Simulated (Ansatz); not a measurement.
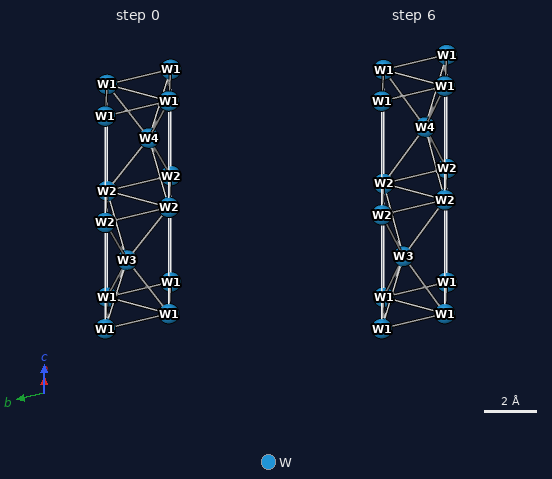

The structure of a crystal of W (a generated structure, set up in P6_3/mmc) before (left) and after (right) a relaxation, at one scale.

The picture is a ball-and-stick view of the cell of the calculation, seen from a free direction.

Phase: dhcp.

All numbers below come from DFT, revPBE, plane waves (420 eV) with PAW, scalar-relativistic (Ansatz).

Input file:
```yaml
crystal:
  lattice:
    - [2.8194054199, 0.0, 0.0]
    - [-1.40970271, 2.4416767172, 0.0]
    - [0.0, 0.0, 9.2081781015]
  atoms:
    - { symbol: W, position: [0.0, 0.0, 0.0] }
    - { symbol: W, position: [0.0, 0.0, 0.5] }
    - { symbol: W, position: [0.3333333333, 0.6666666667, 0.25] }
    - { symbol: W, position: [0.6666666667, 0.3333333333, 0.75] }
hamiltonian:
  xc: revpbe
  pseudopotentials:
    kind: paw
    azcp:
      W: "pseudopotentials/W.paw.azcp"
basis:
  ecutwfc: 420
  fft_grid_basis: typed
kpoints:
  mp_grid: { grid: [13, 13, 4], shift: [0, 0, 0] }
magnetization:
  spin_polarized: false
scf:
  occupations: { method: fermi_dirac, width: 0.1 }
relax:
  max_steps: 60
  f_tol: 0.01
  cell: {}
```

Question: Describe what moved and what it gained.

Answer: The atoms keep their places relative to the cell (all moves are under 0.005 Å). The volume changes by +5.1 %, with a = b 2.819 → 2.794 Å (−0.9 %), c 9.208 → 9.854 Å (+7.0 %). Near-neighbour distances that change, for instance: W1–W3 2.819 → 2.945 Å, W1–W1 2.819 → 2.794 Å. The space group stays P6_3/mmc (No. 194). Over 5 accepted moves (6 points after the start) the energy falls by 71.2 meV per atom. All forces vanish by symmetry, so only the cell relaxes. Pressure: 13.61 GPa at the start and 0.00 GPa at the end. At 1 point the geometry stayed and the basis and grid were re-selected for the new cell (energy shift of 0.4 meV per atom at most each time).
